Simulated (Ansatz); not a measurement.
Given this structure:

```xyz
4
Lattice="3.0855 -1.7814 2.2228 -0.0094 3.5792 2.2487 -3.1044 -1.7815 2.2487" Properties=species:S:1:pos:R:3 pbc="T T T"
Au   -0.0095   -1.7814    2.2357
Au    0.0000    0.0000    0.0000
Au   -1.5569    0.8989    2.2487
Au   -1.5664   -0.8825    4.4844
```

> Before looking at a picture, describe the arrangement of atoms.

The element is gold. Strictly the space group is C2/m (No. 12, within 0.01 Å). It is a distorted form of a face-centred cubic structure, space group Fm-3m (No. 225) within 0.45 Å: face-centred cubic (Cu type). The cell holds four atoms. Around each Au lie twelve Au in a distorted cuboctahedral arrangement at 2.86 to 3.10 Å. The bonds build a three-dimensional framework.

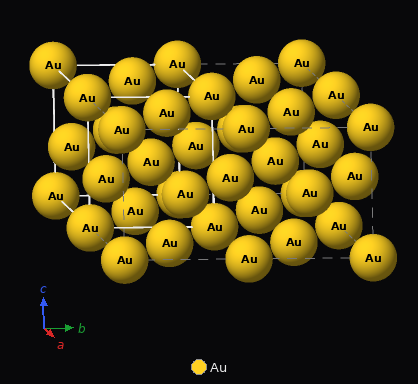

The crystal in a spheres-only representation, seen slightly off an axis. A block of 2×2×1 cells is shown, with one drawn cell (a repeat of the simulation cell) in solid outline.

Provenance: a structure listed in the Materials Project. The cell was then strained or its atoms displaced on purpose. It was the input of a calculation with Ansatz.
